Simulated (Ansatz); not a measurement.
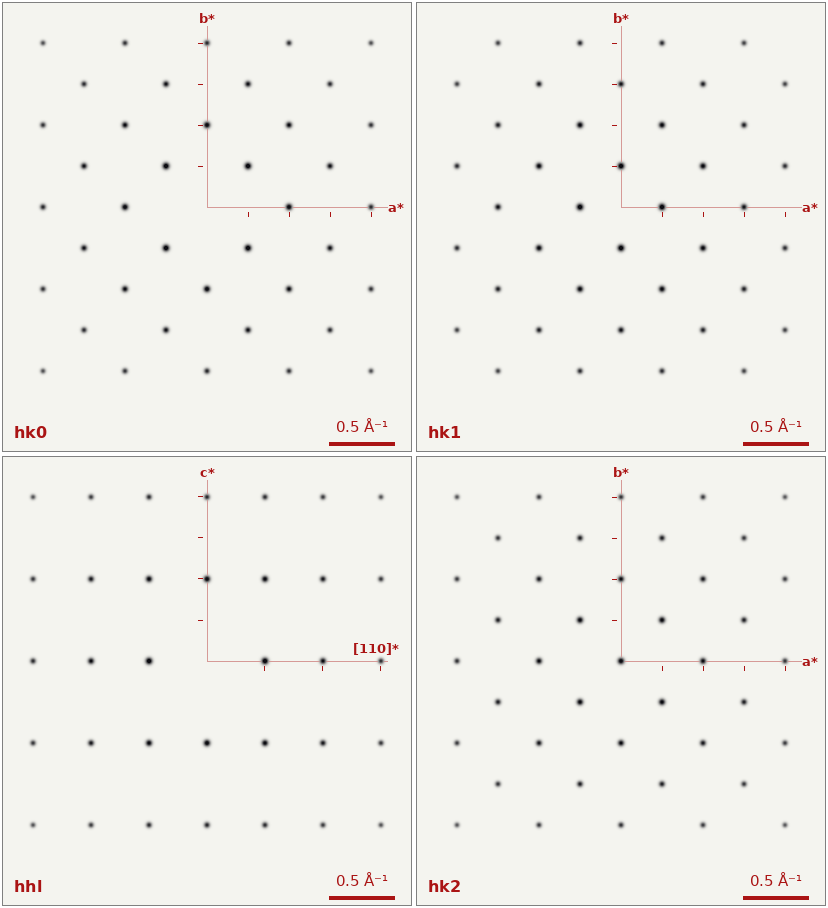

Four undistorted layers of reciprocal space, calculated for a single crystal (X-rays, kinematic |F|², B = 0.5 Å²). Tick marks count the reciprocal lattice steps of the conventional cell along each axis.

Read the reciprocal cell and give the direct cell.

Answer. a* = 0.316, b* = 0.316, c* = 0.316 Å⁻¹; the cell is cubic with a = 3.16 Å.

List the systematic absences.

Answer. Reflections are present only under these conditions. hkl: h + k + l = 2n; hk0: h + k = 2n; hhl: l = 2n; h00: h = 2n. The lattice is body-centred (I).

Which space groups fit?

Answer. The intensities have Laue symmetry m-3m (the hk0 layer shows 4mm, hk1 shows 4mm). With these conditions the candidates are I432 (No. 211), I-43m (No. 217), Im-3m (No. 229). Diffraction geometry alone does not choose among them; the structure has Im-3m. The compound is Pt. Structure: coordinates from a relaxation with DFT, PBE, plane waves (420 eV) with PAW, scalar-relativistic in Ansatz 0.2.0; the starting structure was generated, so it need not be a known form of this composition.
